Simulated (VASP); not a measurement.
## Geometry relaxation of MnS (part 1 of 2)

System: MnS (Fm-3m, 4 atoms in the cell).
Method: Kohn-Sham DFT of a periodic cell, PBE, VASP PAW PBE potentials, recommended (VASP 6.6.1).

The structure derives from an entry of the Crystallography Open Database. The run did not end well.

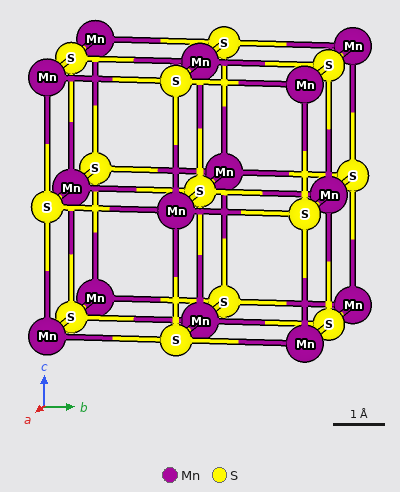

**Figure 1.** The structure as given in the input (ball-and-stick view of the cell 2 times as large as that of the calculation, set on its symmetry axes, seen slightly off an axis). Near neighbours in the crystal (not all of them lie inside the picture): Mn has 6 S at 2.60 Å; S has 6 Mn at 2.60 Å.

INCAR
```
  PREC = Accurate
  ENCUT = 200
  EDIFF = 1E-7
  ISMEAR = 0
  SIGMA = 0.02
  LREAL = False
  LASPH = True
  NELM = 100
  ALGO = Normal
  ISIF = 3
  LWAVE = False
  LCHARG = False
  ISPIN = 2
  MAGMOM = 5 -5 0 0
  LORBIT = 11
  LMAXMIX = 4
  GGA = PE
  IBRION = 2
  NSW = 80
  EDIFFG = -0.002
```

KPOINTS
```
regular mesh
0
Gamma
  8 8 6
```

POSCAR
```
MnS
1.0
    0.0000000000      2.6045000000     -2.6045000000
    0.0000000000      2.6045000000      2.6045000000
    5.2090000000      0.0000000000      0.0000000000
Mn S
2 2
Direct
    0.0000000000      0.0000000000      0.0000000000
    0.5000000000      0.5000000000      0.5000000000
    0.0000000000      1.0000000000      0.5000000000
    0.5000000000      1.5000000000      1.0000000000
```

Command:
```bash
cat potpaw_PBE.64/Mn_pv/POTCAR potpaw_PBE.64/S/POTCAR > POTCAR
mpirun -np 1 vasp_std > vasp.out
```

OSZICAR
```
N       E                     dE             d eps       ncg     rms          rms(c)
DAV:   1     0.198325730377E+03    0.19833E+03   -0.14087E+04  6668   0.889E+02
DAV:   2    -0.156605648380E+02   -0.21399E+03   -0.21029E+03  6416   0.302E+02
DAV:   3    -0.287257158143E+02   -0.13065E+02   -0.12897E+02  6988   0.693E+01
DAV:   4    -0.289508135905E+02   -0.22510E+00   -0.22474E+00  6558   0.934E+00
DAV:   5    -0.289544892200E+02   -0.36756E-02   -0.36739E-02  6980   0.117E+00    0.185E+01
DAV:   6    -0.254891836296E+02    0.34653E+01   -0.29367E+01  7186   0.445E+01    0.123E+01
DAV:   7    -0.259106836512E+02   -0.42150E+00   -0.25848E+00  6607   0.134E+01    0.752E+00
DAV:   8    -0.259605399609E+02   -0.49856E-01   -0.27441E-01  7081   0.315E+00    0.352E+00
DAV:   9    -0.259660434537E+02   -0.55035E-02   -0.48283E-02  7172   0.214E+00    0.601E-01
DAV:  10    -0.259695438971E+02   -0.35004E-02   -0.11051E-02  7103   0.628E-01    0.189E-01
DAV:  11    -0.259699585038E+02   -0.41461E-03   -0.47830E-04  6814   0.169E-01    0.117E-01
DAV:  12    -0.259700204073E+02   -0.61904E-04   -0.70973E-05  6757   0.466E-02    0.743E-02
DAV:  13    -0.259700605757E+02   -0.40168E-04   -0.41469E-05  6143   0.394E-02    0.205E-02
DAV:  14    -0.259700635632E+02   -0.29875E-05   -0.41864E-06  6444   0.139E-02    0.987E-03
DAV:  15    -0.259700641599E+02   -0.59670E-06   -0.71184E-07  6402   0.637E-03    0.463E-03
DAV:  16    -0.259700642452E+02   -0.85252E-07   -0.18393E-07  4218   0.390E-03
   1 F= -.25970064E+02 E0= -.25969960E+02  d E =-.259701E+02  mag=     0.0000
       N       E                     dE             d eps       ncg     rms          rms(c)
```

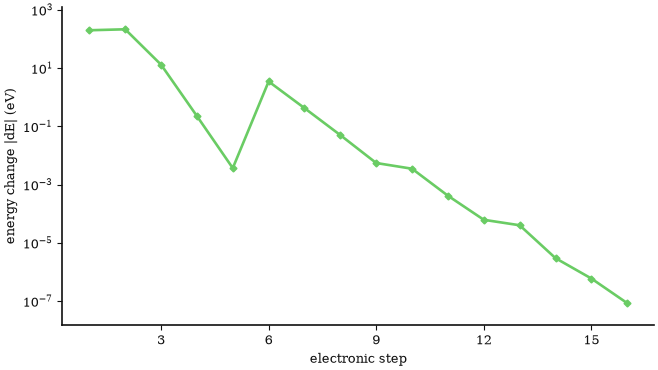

**Figure 2.** Convergence of the self-consistent field: energy change |dE| against the electronic step. It takes 16 electronic steps. The density is held fixed in the first few steps, and dE rises again when its update begins.

Parts of OUTCAR
```
PREC = Accurate
   ENCUT = 200
   EDIFF = 1E-7
   ISMEAR = 0
   LREAL = False
   LASPH = True
   NELM = 100
   ISIF = 3
   ISPIN = 2
   LORBIT = 11
   GGA = PE
   IBRION = 2
   NSW = 80
   EDIFFG = -0.002

 ion  position               nearest neighbor table
   1  0.000  0.000  0.000-   3 2.60   4 2.60   3 2.60   4 2.60   4 2.60   4 2.60
   2  0.500  0.500  0.500-   3 2.60   4 2.60   4 2.60   3 2.60   3 2.60   3 2.60
   3  0.000  0.000  0.500-   1 2.60   2 2.60   1 2.60   2 2.60   2 2.60   2 2.60
   4  0.500  0.500  0.000-   1 2.60   2 2.60   2 2.60   1 2.60   1 2.60   1 2.60

  LATTYP: Found a simple tetragonal cell.
 ALAT       =     3.6833192232
 C/A-ratio  =     1.4142135624

  Lattice vectors:

 A1 = (   0.0000000000,   2.6045000000,  -2.6045000000)
 A2 = (   0.0000000000,   2.6045000000,   2.6045000000)
 A3 = (   5.2090000000,   0.0000000000,   0.0000000000)

Analysis of symmetry for initial positions (statically):
=====================================================================
 Subroutine PRICEL returns following result:

  LATTYP: Found a face centered cubic cell.
 ALAT       =     5.2090000000

  Lattice vectors:

 A1 = (  -2.6045000000,  -2.6045000000,   0.0000000000)
 A2 = (  -2.6045000000,   0.0000000000,  -2.6045000000)
 A3 = (  -0.0000000000,  -2.6045000000,  -2.6045000000)

   2 primitive cells build up your supercell.

 Routine SETGRP: Setting up the symmetry group for a
 simple tetragonal supercell.

 Subroutine GETGRP returns: Found 16 space group operations
 (whereof 16 operations were pure point group operations)
 out of a pool of 16 trial point group operations.

The static configuration has the point symmetry D_4h.

Analysis of symmetry for dynamics (positions and initial velocities):
=====================================================================
 Subroutine PRICEL returns following result:

  LATTYP: Found a face centered cubic cell.
 ALAT       =     5.2090000000

  Lattice vectors:

 A1 = (  -2.6045000000,  -2.6045000000,   0.0000000000)
 A2 = (  -2.6045000000,   0.0000000000,  -2.6045000000)
 A3 = (  -0.0000000000,  -2.6045000000,  -2.6045000000)

   2 primitive cells build up your supercell.

 Routine SETGRP: Setting up the symmetry group for a
 simple tetragonal supercell.

 Subroutine GETGRP returns: Found 16 space group operations
 (whereof 16 operations were pure point group operations)
 out of a pool of 16 trial point group operations.

The dynamic configuration has the point symmetry D_4h.

Analysis of structural, dynamic, and magnetic symmetry:
=====================================================================
 Subroutine PRICEL returns following result:

  LATTYP: Found a face centered cubic cell.
 ALAT       =     5.2090000000

  Lattice vectors:

 A1 = (  -2.6045000000,  -2.6045000000,   0.0000000000)
 A2 = (  -2.6045000000,   0.0000000000,  -2.6045000000)
 A3 = (  -0.0000000000,  -2.6045000000,  -2.6045000000)

   2 primitive cells build up your supercell.

 Routine SETGRP: Setting up the symmetry group for a
 simple tetragonal supercell.

 Subroutine GETGRP returns: Found 16 space group operations
 (whereof 16 operations were pure point group operations)
 out of a pool of 16 trial point group operations.

The overall configuration has the point symmetry D_4h.

 Subroutine INISYM returns: Found 16 space group operations
 (whereof 16 operations are pure point group operations),
 and found     2 'primitive' translations

----------------------------------------------------------------------------------------

                                     Primitive cell

  volume of cell :      35.3348

  direct lattice vectors                    reciprocal lattice vectors
    -2.604500000 -2.604500000  0.000000000    -0.191975427 -0.191975427  0.191975427
    -2.604500000  0.000000000 -2.604500000    -0.191975427  0.191975427 -0.191975427
    -0.000000000 -2.604500000 -2.604500000     0.191975427 -0.191975427 -0.191975427

  length of vectors
     3.683319223  3.683319223  3.683319223     0.332511194  0.332511194  0.332511194

  position of ions in fractional coordinates (direct lattice)
     0.000000000  0.000000000  0.000000000
     0.500000000  0.500000000  0.500000000

  ion indices of the primitive-cell ions
   primitive index   ion index
                 1           1
                 2           3

----------------------------------------------------------------------------------------

 KPOINTS: regular mesh

Automatic generation of k-mesh.
 Grid dimensions read from file:
 generate k-points for:    8    8    6

 Generating k-lattice:

  Cartesian coordinates                     Fractional coordinates (reciprocal lattice)
     0.000000000  0.023996928 -0.023996928     0.125000000  0.000000000  0.000000000
     0.000000000  0.023996928  0.023996928     0.000000000  0.125000000  0.000000000
     0.031995905  0.000000000  0.000000000     0.000000000  0.000000000  0.166666667

  Length of vectors
     0.033936782  0.033936782  0.031995905

  Shift w.r.t. Gamma in fractional coordinates (k-lattice)
     0.000000000  0.000000000  0.000000000

 Subroutine IBZKPT returns following result:
 ===========================================

 Found     60 irreducible k-points:

 Following reciprocal coordinates:
            Coordinates               Weight
  0.000000  0.000000  0.000000      1.000000
  0.125000  0.000000  0.000000      4.000000
  0.250000  0.000000  0.000000      4.000000
  0.375000  0.000000  0.000000      4.000000
  0.500000  0.000000  0.000000      2.000000
  0.125000  0.125000  0.000000      4.000000
  0.250000  0.125000  0.000000      8.000000
  0.375000  0.125000  0.000000      8.000000
  0.500000  0.125000  0.000000      4.000000
  0.250000  0.250000  0.000000      4.000000
  0.375000  0.250000  0.000000      8.000000
  0.500000  0.250000  0.000000      4.000000
  0.375000  0.375000  0.000000      4.000000
  0.500000  0.375000  0.000000      4.000000
  0.500000  0.500000  0.000000      1.000000
  0.000000  0.000000  0.166667      2.000000
  0.125000  0.000000  0.166667      8.000000
  0.250000  0.000000  0.166667      8.000000
  0.375000  0.000000  0.166667      8.000000
  0.500000  0.000000  0.166667      4.000000
  0.125000  0.125000  0.166667      8.000000
  0.250000  0.125000  0.166667     16.000000
  0.375000  0.125000  0.166667     16.000000
  0.500000  0.125000  0.166667      8.000000
 [... further k-points ...]
   k-points           NKPTS =     60   k-points in BZ     NKDIM =     60   number of bands    NBANDS=     23
   number of dos      NEDOS =    301   number of ions     NIONS =      4
   total plane-waves  NPLWV =   7776
   dimension x,y,z NGX =    18 NGY =   18 NGZ =   24
   dimension x,y,z NGXF=    36 NGYF=   36 NGZF=   48
   ions per type =               2   2
   NGX,Y,Z   is equivalent  to a cutoff of   8.12,  8.12,  7.66 a.u.
   NGXF,Y,Z  is equivalent  to a cutoff of  16.25, 16.25, 15.32 a.u.
 SYSTEM =  unknown system
   PREC   = accura    normal or accurate (medium, high low for compatibility)
   ISTART =      0    job   : 0-new  1-cont  2-samecut
   ICHARG =      2    charge: 1-file 2-atom 10-const
   ISPIN  =      2    spin polarized calculation?
   LNONCOLLINEAR =      F non collinear calculations
   LSORBIT =      F    spin-orbit coupling
   LASPH  =      T    aspherical Exc in radial PAW
   ENCUT  =  200.0 eV  14.70 Ry    3.83 a.u.   4.25  4.25  6.01*2*pi/ulx,y,z
   NELM   =    100;   NELMIN=  2; NELMDL= -5     # of ELM steps
   EDIFF  = 0.1E-06   stopping-criterion for ELM
   LREAL  =      F    real-space projection
   EDIFFG = -.2E-02   stopping-criterion for IOM
   NSW    =     80    number of steps for IOM
   IBRION =      2    ionic relax: 0-MD 1-quasi-New 2-CG
   NFREE  =      1    steps in history (QN), initial steepest desc. (CG)
   ISIF   =      3    stress and relaxation
   ISYM   =      2    0-nonsym 1-usesym 2-fastsym
   POTIM  = 0.5000    time-step for ionic-motion
   TEBEG  =    0.0;   TEEND  =   0.0 temperature during run
   PSTRESS=    0.0 pullay stress
   NELECT =      38.0000    total number of electrons
   NUPDOWN=      -1.0000    fix difference up-down
   EMIN   =  10.00;   EMAX   =-10.00  energy-range for DOS
   EFERMI =   0.00;   METHOD = LEGACY
   ISMEAR =     0;   SIGMA  =   0.02  broadening in eV -4-tet -1-fermi 0-gaus
   EFERMI_NEDOS =   21; number of points for ismear=-14 and -15
   IALGO  =     38    algorithm
   IMIX   =      4    mixing-type and parameters
     AMIX     =   0.40;   BMIX     =  1.00
     AMIX_MAG =   1.60;   BMIX_MAG =  1.00
  volume/ion in A,a.u.               =      17.67       119.23
  Fermi-wavevector in a.u.,A,eV,Ry     =   1.331246  2.515690 24.112464  1.772216
  Thomas-Fermi vector in A             =   2.460272
   LORBIT       =     11    0 simple, 1 ext, 2 COOP (PROOUT), +10 PAW based schemes
   GGA     = PE    functional components
   LHFCALC =     F    Hartree Fock is set to
   AEXX    =    0.0000 exact exchange contribution
   IVDW    =     0    specifies the selected vdW correction
   LEPSILON=     F    determine dielectric tensor
   LRPA    =     F    only Hartree local field effects (RPA)
 conjugate gradient relaxation of ions
 spin polarized calculation
 Gauss-broadening in eV      SIGMA  =   0.02
  energy-cutoff  :      200.00
  volume of cell :       70.67
 maximum number of plane-waves:       481
 NGX is ok and might be reduce to    18
   NGX =  9   NGY =  9   NGZ = 13

 number of electron      37.9999927 magnetization      -0.0000000

 number of electron      37.9999927 magnetization       0.0000000

 Free energy of the ion-electron system (eV)
  ---------------------------------------------------
  ext. energy  EPLUGINS =         0.00000000
  ---------------------------------------------------
  free energy    TOTEN  =       -25.97006425 eV

  energy without entropy =      -25.96985546  energy(sigma->0) =      -25.96995985

 E-fermi :   6.6035     XC(G=0): -10.6134     alpha+bet :-11.6237

 val. band max:        6.5457020302   @ k =   0.5000   0.1250   0.5000
 cond. band min:       6.6122583999   @ k =   0.3750   0.0000   0.5000
 fundamental gap:      0.0665563698
 Fermi energy:         6.6034749076

 spin component 1
```
